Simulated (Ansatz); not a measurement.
In doubt: masses and optical values from hybrid runs of this build are listed as unsure (in some of the runs), which bears on the screening that GW takes from such a start.

System: P (layers cut from the bulk crystal).

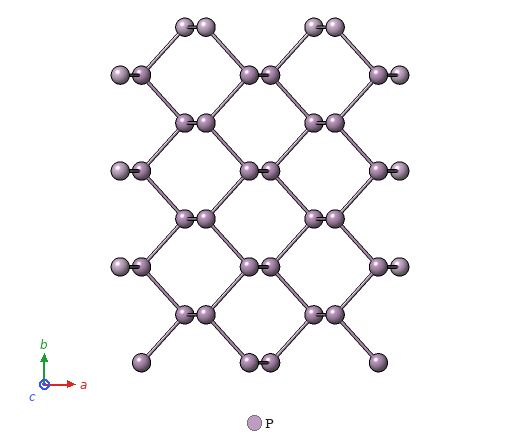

The structure (phosphorus pink). 2×3×1 cells are drawn. Some periodic images of atoms are drawn too.

The cell holds 4 atoms: 4 P. Its edges and angles: a = 4.439 Å, b = 3.297 Å, c = 27.400 Å, α = 90.0°, β = 90.0°, γ = 90.0°. It derives from P. Vacuum lies along c.

```xyz
4
Lattice="4.4391 0.0000 0.0000 0.0000 3.2971 0.0000 0.0000 0.0000 27.4000" Properties=species:S:1:pos:R:3
P     1.8534    1.3135   12.6391
P     0.3662    2.9620   12.6391
P     4.0729    2.9620   14.7609
P     2.5857    1.3135   14.7609
```

The structure was relaxed with PBE-D3(BJ). The runs that relaxed it are not among those shown. PAW set soft_2, made with PBE.

Gaps computed with Ansatz 0.2.0 without a self-energy: HSE06 1.41 eV, r2SCAN 0.90 eV and PBE0 2.10 eV.

Estimate the G0W0@HSE06 gap with 6×8×1 mesh, 302 empty bands, screening to 48 eV, default PAW files.

About 1.96 eV: on its mesh the run moves the gap from 1.40 eV by +0.56 eV. Among the scalar-relativistic levels given, PBE0 is nearest (+0.14 eV). Bands and cutoff are finite, so the gap is not at the basis limit. The miss can reach some tenths of an eV and take either sign; the mesh is an error of its own. The mesh in the plane is coarse for a sheet; gap and any exciton binding can still move on denser ones.

[Paths, hosts, dates, memory and timing lines, banners, echoed tables and standing remarks are left out of the program output.]

[Logs are printed without paths, hosts, clocks, repeated set-up lines and the standing remarks that a program may print on its own settings, such as how far it seeks lower states.]

[Runs of the session that timed out or met a known fault of the program may be left out.]

[Cells called generated may have been cut or substituted from an entry of the Crystallography Open Database or the Materials Project.]

[Hosts, paths, dates, database ids (printed as entryN), source tags and the programs' standing remarks are cut or masked in the printed files.]
